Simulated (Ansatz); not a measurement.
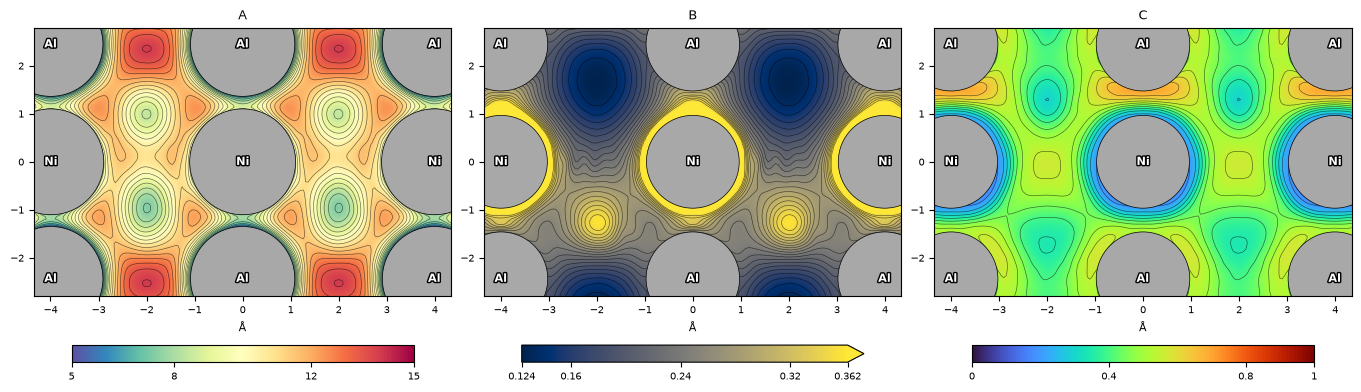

Al₃Ni₂: 3 fields on the (100) plane of the conventional cell, with unlabelled colour scales. Grey discs cover the atomic cores.

Space group P-3m1; a structure from a database of computed crystals, not necessarily the ambient phase; the program warned that no starting moments were given; spin-polarised, but the moments vanished.

Level of theory: Kohn-Sham DFT of a periodic cell, PBEsol, Ansatz PAW in Ansatz 0.2.0.

### The panels show electron localisation function, electrostatic potential energy of an electron and valence pseudo-density in some order. Assign them.

Panel A: electrostatic potential energy of an electron (low next to the atoms, rising into the space between them). Panel B: valence pseudo-density. Panel C: electron localisation function. From the grid: Al–Ni (2.43 Å): the density is about 0.33 e/Å³ at the midpoint; the ELF is about 0.40 at the midpoint.
